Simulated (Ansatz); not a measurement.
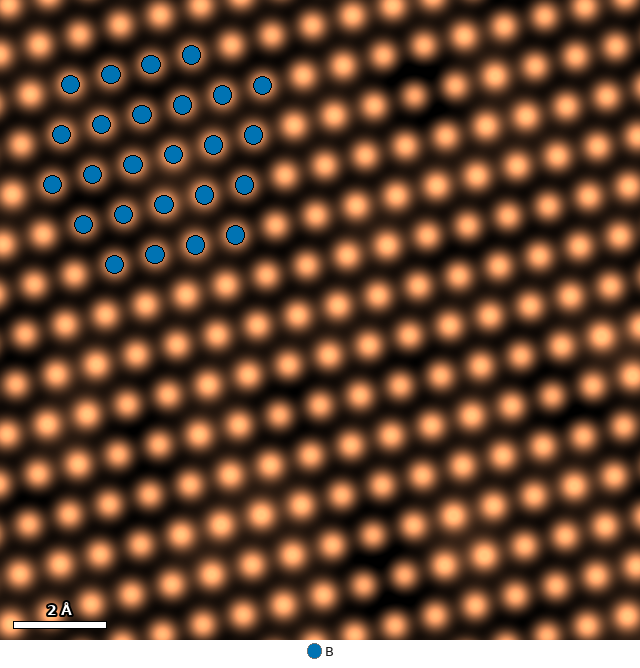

Dark-field STEM-like image of B (Fd-3m, No. 227) along [210]. Simulation: incoherent imaging, intensity Z^1.7 per atom, probe width 0.53 Å, thin sample. The probe carries 15 % of its weight in a tail 2.5 times as wide. The speckle of an amorphous layer was added. Structure: a calculation's starting geometry; the starting structure was generated, so it need not be a known form of this composition.

Coloured dots in one corner mark the columns of the model.

Q: What can be read from this image?

A: The columns repeat on a centred rectangular net of 0.91 × 2.03 Å (plane group c2mm). All columns are alike (B). The shortest distance between visible columns is 0.91 Å in projection. Along the beam the structure repeats every 9.07 Å.
